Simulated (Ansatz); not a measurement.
Input of the run:

```
crystal:
  lattice:
    - [0.0, 2.7234320539, 2.7234320539]
    - [2.7234320539, 0.0, 2.7234320539]
    - [2.7234320539, 2.7234320539, 0.0]
  atoms:
    - { symbol: Si, position: [0.25, 0.25, 0.25] }
    - { symbol: Si, position: [0.75, 0.75, 0.75] }
    - { symbol: Ni, position: [0.0, 0.0, 0.0] }
basis:
  ecutwfc: 420
kpoints:
  mp_grid: { grid: [14, 14, 14] }
  band_path:
    path:
      - [[0.0, 0.0, 0.0], [0.5, 0.0, 0.5], [0.625, 0.25, 0.625]]
      - [[0.375, 0.375, 0.75], [0.0, 0.0, 0.0], [0.5, 0.5, 0.5], [0.5, 0.25, 0.75], [0.5, 0.0, 0.5]]
    npoints: 14
hamiltonian:
  xc: pbe
scf:
  occupations: { method: gaussian, width: 0.1 }
  n_extra_bands: 7
output:
  forces: true
  stress: true
  eigenvalues: true
  populations: true
  dos: { projected: true, de: 0.02, nscf_kmesh: { grid: [21, 21, 21] } }
  bader: true
```

Launched with:
```bash
ansatz run input.yaml --threads 1 --pin off --max-ram 2560MiB --backend cpu --events-out ev --progress --plain --runs-dir out
```

Predict the main features of the band structure. The path is Γ–X–U|K–Γ–L–W–X.

A metal: 3 bands cross the Fermi level along this path. Bands cross the Fermi level on Γ–X, X–U, K–Γ, Γ–L and W–X, and not on L–W. At X the nearest levels lie 0.45 eV below and 1.43 eV above the Fermi level.

The run has no spin polarisation, so a magnetic state may lie lower.

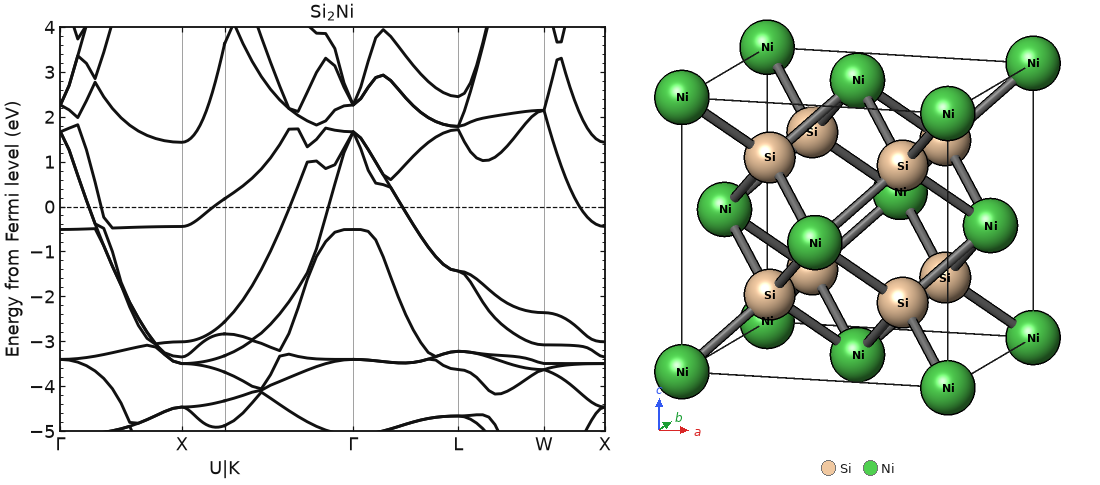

Band structure, beside the structure. Energies are counted from the Fermi level.
